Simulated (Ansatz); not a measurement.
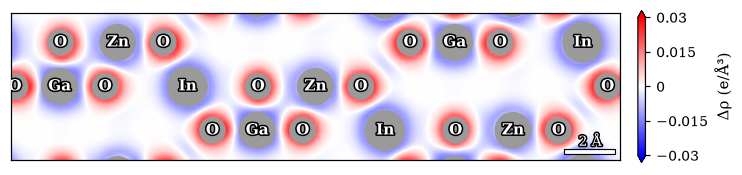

ZnInGaO₄: difference of two self-consistent densities at the same geometry, ρ(r2SCAN) − ρ(PBE), on the (110) plane of the conventional cell. Grey discs cover the cores, where the PAW densities can't be compared. Cores are masked to 0.8 Å (Zn), 0.9 Å (In), 0.8 Å (Ga) and 0.6 Å (O).

Space group R3m. The cell comes from a database of computed structures, not from a measurement.

Both runs: Ansatz, scalar-relativistic, plane waves and PAW, same cutoff, k-points and PAW files (made with PBE).

**How does the change of level move the electrons?**

Against PBE, and outside the masked cores, the largest gain lies at the edge of the masked core of O, and the largest loss lies at the edge of the masked cores of In and Ga.
Bader charges are Zn +1.25, In +1.84, Ga +1.87 and O −1.24 e with PBE and Zn +1.31, In +1.95, Ga +1.96 and O −1.30 e with r2SCAN.
At this volume the pressure is −1 GPa with PBE and −7 GPa with r2SCAN.
The gap on the mesh is 1.07 eV with PBE and 1.53 eV with r2SCAN.
